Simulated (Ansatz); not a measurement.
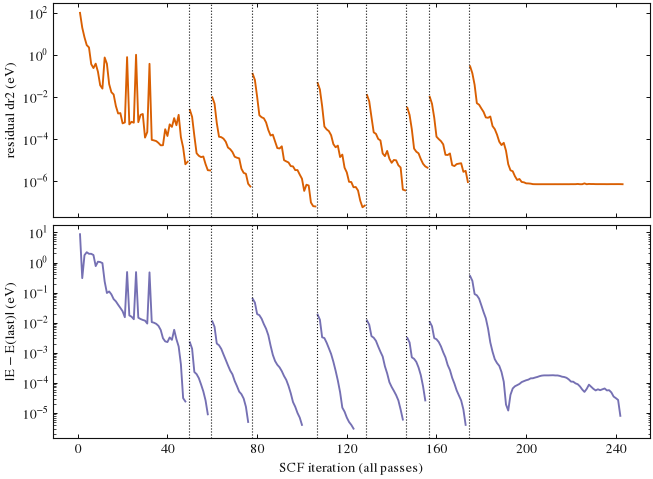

The plot shows the SCF iterations of a calculation: density residual dr2, distance of the Harris–Foulkes energy from its last value in each pass. Each stretch between dotted lines is the SCF of one geometry step of a relaxation. Energy differences below 3 × 10⁻⁶ eV aren't drawn. dr2 is the charge part; the magnetisation has a residual of its own.

The run: Ti₁₁O₁₉ (defect cell, 30 atoms in the cell, total charge +1), by DFT PBE+U, scalar-relativistic, plane waves, PAW in Ansatz; cutoff 420 eV, 2×2×2 k-mesh, Gaussian smearing of 0.01 eV, collinear spins, U = 4 eV on Ti d.

Q: Was self-consistency reached?

A: It did not finish: the time limit cut it off after 243 iterations in all. There are 9 passes, of 49, 10, 18, 29, 22, 18, 10, 18 and 69 iterations. In pass 9 (steps counted along the axis), the residual stalls around 7 × 10⁻⁷ from about step 196 on. The program keeps the magnetisation out of the quasi-Newton mixer until iteration 7 and then restarts the mixer with it.
